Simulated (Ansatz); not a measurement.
## Electronic structure of Be in real space

Input

```
crystal:
  lattice:
    - [2.1705134088, 0.0, 0.0]
    - [0.0, 2.1705134088, 0.0]
    - [0.0, 0.0, 2.1705134088]
  atoms:
    - { symbol: Be, position: [0.0, 0.0, 0.0] }
basis:
  ecutwfc: 420
kpoints:
  mp_grid: { grid: [26, 26, 26] }
hamiltonian:
  xc: pbe
scf:
  occupations: { method: gaussian, width: 0.1 }
output:
  forces: true
  stress: true
  eigenvalues: true
  write_density: true
  write_potential: true
  elf: true
  volumetric_format: npy
relax:
  adjacent_minimum: "off"
  f_tol: 0.01
  max_steps: 80
  cell: { stress_tol: 0.05 }
```

Launched as:

```sh
ansatz run input.yaml --threads 1 --pin off --max-ram 2048MiB --backend cpu --events-out ev --progress --plain --runs-dir out
```

Below, planes, directions and counts refer to the conventional cell (a = 2.17 Å, b = 2.17 Å, c = 2.17 Å, α = 90.00°, β = 90.00°, γ = 90.00°).

The fields are those of the run's last geometry, not of the input's.

Space group Pm-3m; a structure generated by program, which may or may not match a known phase.

Theory: DFT PBE, scalar-relativistic, plane waves, PAW (Ansatz 0.2.0).

The density is the valence pseudo-density of a PAW calculation; it isn't the true density close to the nuclei.

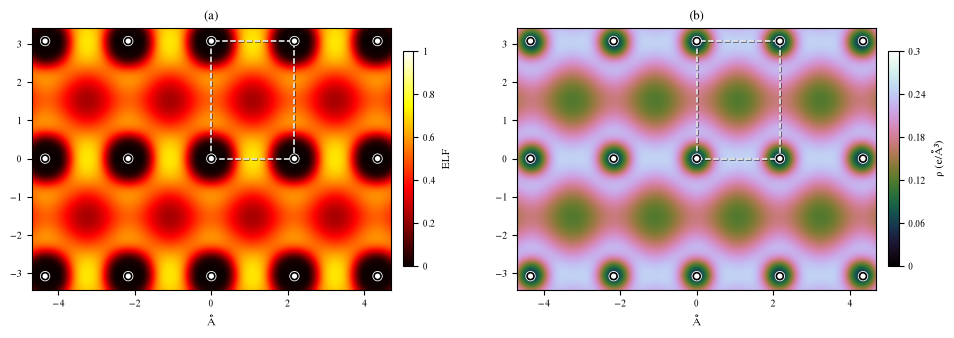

Figure 1. (a) ELF; (b) valence pseudo-density on the (011) plane of the conventional cell. Circles mark the nuclei in the plane (Be).

> What do the fields say about this system?

- The section cuts through Be sites.
- Be–Be (2.17 Å): the density is about 0.24 e/Å³ at the midpoint; the ELF peaks at about 0.70 between the atoms.
- Between the atoms the lowest density in this plane is 0.12 e/Å³.

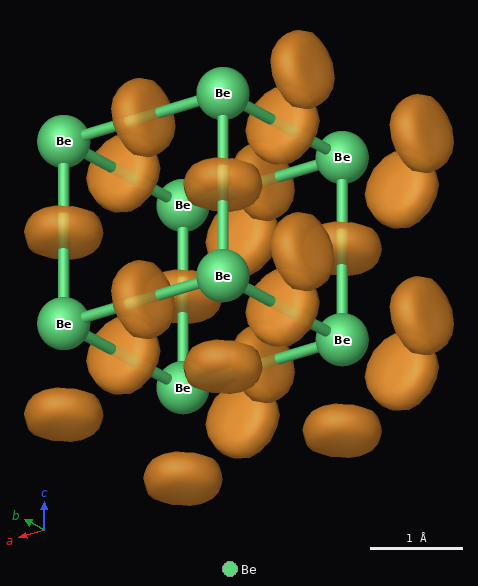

Figure 2. Isosurface of the ELF at 0.65 (orange), seen at an oblique angle. Core shells and regions of very low density are left out. Sticks mark near contacts.

> What do the ELF domains correspond to?

The ELF exceeds this value in three regions between bonded Be–Be atoms, counted in one cell of 1 atoms. Regions shared between cells count once.

> Does the calculation give a band gap?

It is metallic or semimetallic at this level of theory: no gap opens.
